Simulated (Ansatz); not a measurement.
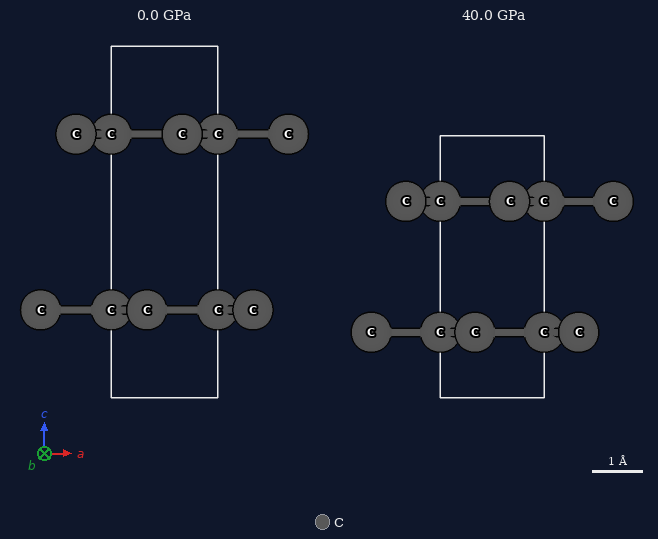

A crystal of C (set up in P6_3/mmc), relaxed (cell and atoms) at several target pressures. The picture shows the first and the last member. The picture is a ball-and-stick view of the cell of the calculation, seen along the b axis.

Computed with Ansatz 0.2.0: DFT r2SCAN, scalar-relativistic, plane waves, PAW. Settings: plane-wave cutoff 500 eV; k-point mesh 18 × 18 × 6 at 0.0 to 5.0, 24 × 24 × 8 at 10.0 to 40.0 GPa; occupations gaussian; smearing width 0.1 eV; no spin polarisation; cell and atoms relaxed; force threshold 0.008 eV/Å.

| pressure (GPa) | volume (Å³/atom) | a (Å) | c (Å) |
| --- | --- | --- | --- |
| 0.0 | 9.188 | 2.456 | 7.036 |
| 2.0 | 8.638 | 2.452 | 6.638 |
| 5.0 | 8.189 | 2.446 | 6.321 |
| 10.0 | ? | ? | ? |
| 20.0 | 7.176 | 2.423 | 5.645 |
| 40.0 | 6.529 | 2.398 | 5.242 |

> One row is withheld. What does the calculation give there?

Murnaghan's form V = V₀(1 + B′P/B₀)^(−1/B′), with V₀ = 9.188 Å³ from the row at zero pressure, fits the other rows with B₀ = 27.8 GPa and B′ = 7.21 (largest miss 0.040 Å³). At 10.0 GPa it gives 9.188 × (1 + 7.21 × 10.0/27.8)^(−1/7.21) = 7.694 Å³ per atom. The calculation gives 7.732 Å³/atom (a = 2.438 Å, c = 6.009 Å). The estimate is 0.038 Å³/atom too low. From the first member to the last: C–C 1.418 → 1.385 Å.

The whole series:

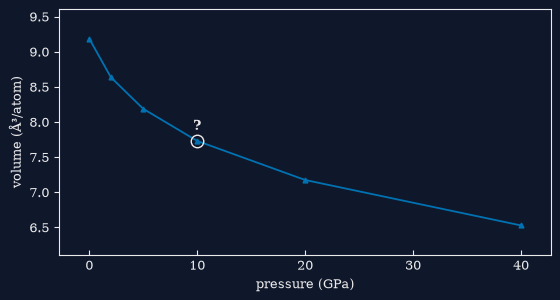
